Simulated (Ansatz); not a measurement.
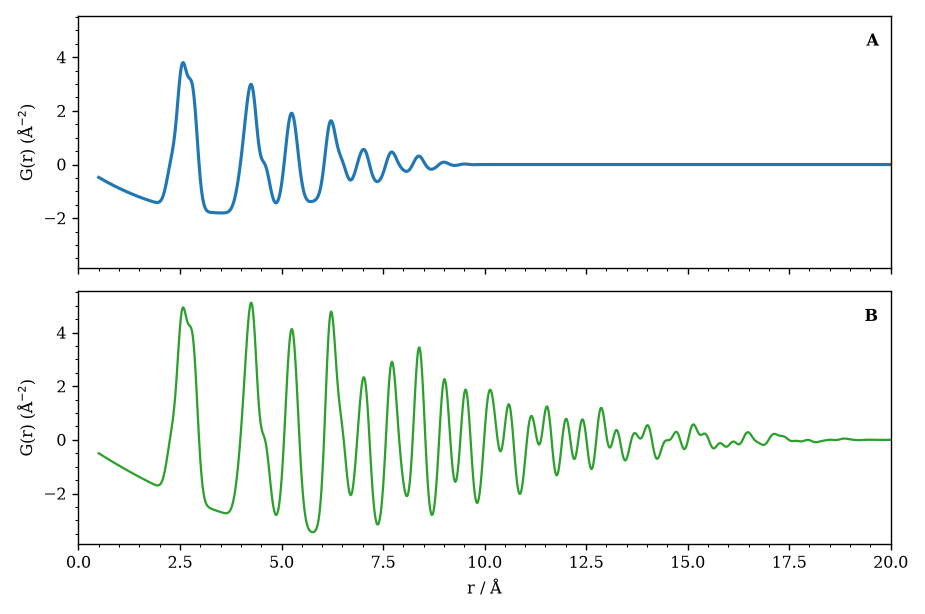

Simulated X-ray pair distribution function, G(r) = R(r)/r − 4πρ₀r, summed over the atomic distances of the structure with each pair weighted by the product of the atomic numbers (X-ray weights at Q = 0); every distance is a Gaussian of σ = 0.12 Å, for spherical particles of Cr with the bulk structure: the bulk G(r) is multiplied by the envelope of a sphere of diameter D, 1 − 3r/2D + r³/2D³, with no surface relaxation. The number density is 0.0827 atoms per Å³. It is based on the input geometry of an electronic-structure calculation (not necessarily at equilibrium); the starting structure was generated, so it need not be a known form of this composition.

The diameters are 10 and 20 Å. Which curve belongs to which?

curve A: 10 Å; curve B: 20 Å. The smaller the particle, the sooner the oscillations die out.
